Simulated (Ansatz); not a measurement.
Structure data:

Space group P4/mmm (No. 123). a = 4.043 Å, b = 4.043 Å, c = 2.822 Å, α = 90.00°, β = 90.00°, γ = 90.00°
```csv
atom,site,symmetry,x,y,z
Al,2e,mmm.,0.5000,0.0000,0.5000
Cu,1a,4/mmm,0.0000,0.0000,0.0000
```

### Interpret the file: composition, symmetry and coordination.

The material is Al2Cu. It is primitive tetragonal, space group P4/mmm (No. 123). The cell comprises 1 formula unit: 2 Al, 1 Cu.

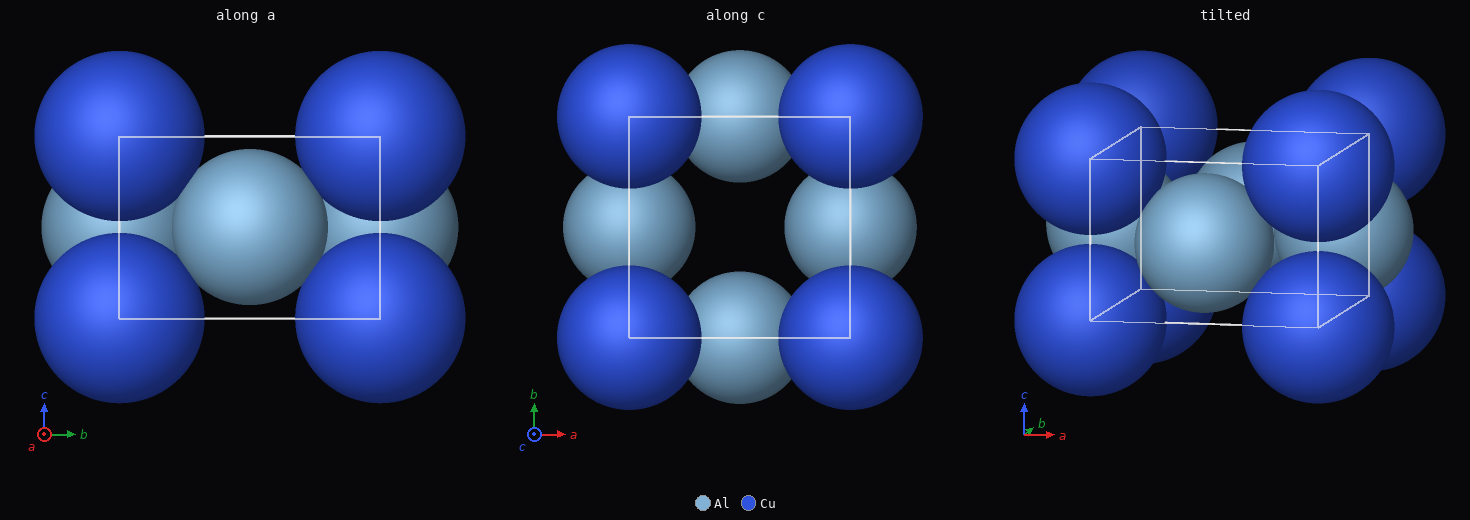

The image is a space-filling drawing of a crystal, viewed along the a axis, along the c axis and slightly off an axis. The frame is the conventional unit cell; atoms at its boundary are shown with their periodic copies.

The structure comes from a structure listed in the Materials Project. The picture shows the end point of a geometry optimisation with Ansatz, DFT LDA, scalar-relativistic, plane waves, PAW.
